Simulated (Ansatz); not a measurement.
Given this structure:

```
Si O
1.0
     4.71156    0.00000    0.00000
     0.00000    8.09260    0.00000
     0.00000    0.00000    8.53061
Si O
8 16
Direct
  0.14397 0.06296 0.15908
  0.14397 0.43704 0.65908
  0.64397 0.56296 0.84092
  0.35603 0.43704 0.15908
  0.85603 0.56296 0.34092
  0.85603 0.93704 0.84092
  0.64397 0.93704 0.34092
  0.35603 0.06296 0.65908
  0.58831 0.05424 0.79901
  0.58831 0.44576 0.29901
  0.41169 0.55424 0.70099
  0.25000 0.25000 0.63933
  0.08831 0.55424 0.20099
  0.41169 0.94576 0.20099
  0.91169 0.05424 0.29901
  0.00000 0.50000 0.50000
  0.75000 0.75000 0.36067
  0.75000 0.75000 0.86067
  0.91169 0.44576 0.79901
  0.50000 0.50000 0.00000
  0.25000 0.25000 0.13933
  0.08831 0.94576 0.70099
  0.00000 0.00000 0.00000
  0.50000 0.00000 0.50000
```

Characterise the structure given above.

The solid is SiO2. The lattice is primitive orthorhombic and the space group Pccn (No. 56). The cell comprises 8 formula units: 8 Si, 16 O. The polyhedra are SiO4 tetrahedra; they share corners. Each Si atom is coordinated by four O in a tetrahedral arrangement at 1.60 to 1.62 Å. The O atoms are each bonded to two Si at 1.60 to 1.62 Å. The bonds build a three-dimensional framework.

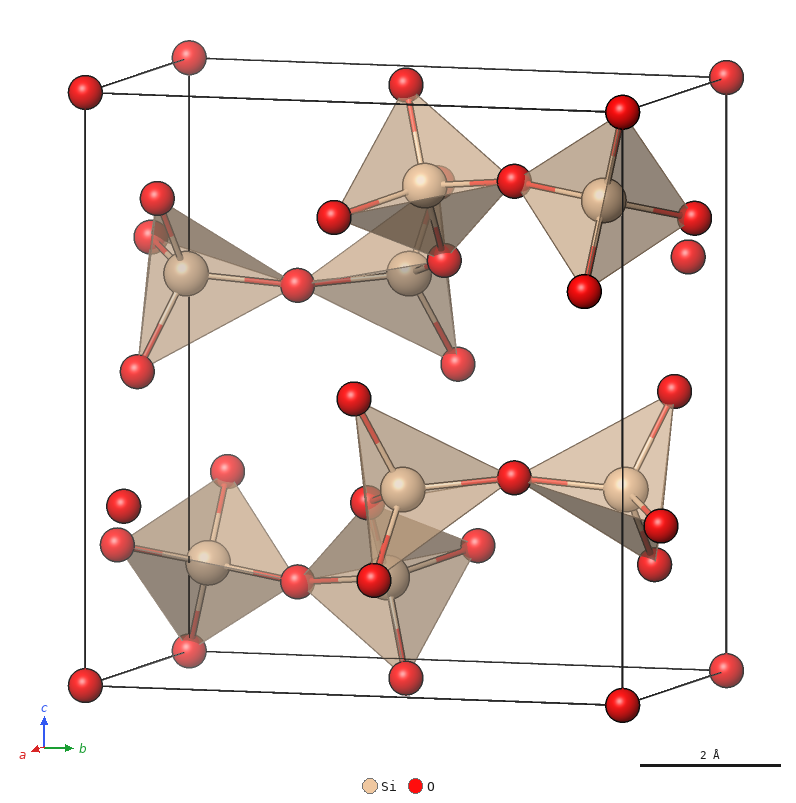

Drawn in the polyhedral manner and seen slightly off an axis. The wireframe shows the conventional unit cell. Some atoms of the next cells are drawn as well. Colours: silicon light orange, oxygen red.

The structure comes from a structure listed in the Materials Project. Earlier steps of the study may have refined or changed the cell and positions. A calculation with Ansatz used it as input.
